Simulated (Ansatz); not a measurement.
BN, space group Fmm2 (No. 42), a = 2.502 Å, b = 6.476 Å, c = 4.325 Å, α = 90.00°, β = 90.00°, γ = 90.00°

| site | Wyckoff | x | y | z |
| --- | --- | --- | --- | --- |
| B | 4a | 0.5000 | 0.0000 | 0.5001 |
| N | 4a | 0.5000 | 0.0000 | 0.1666 |

Source: coordinates from a relaxation at a target pressure of 2 GPa with DFT PBEsol, scalar-relativistic, plane waves, PAW in Ansatz.

**Describe the coordination of B.**

BN3: an essentially ideal trigonal plane (coordination number 3, S = 0.00; next best trigonal pyramid, S = 3.0). Bonds: 3 × B–N 1.44 Å. The next neighbour, not counted, lies at 2.50 Å.

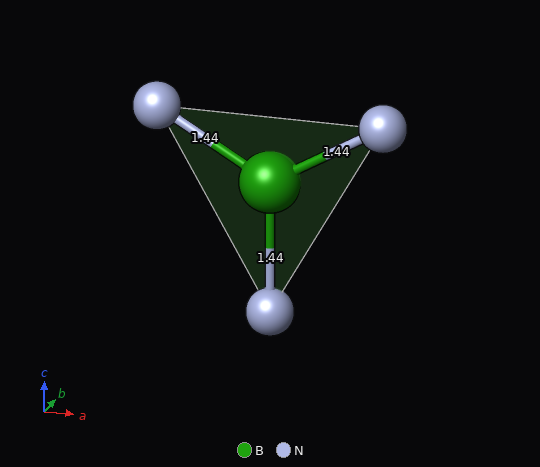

The polyhedron about B. Continuous shape measures are computed against ideal polyhedra (0 is ideal; above about 3 the distortion is strong).
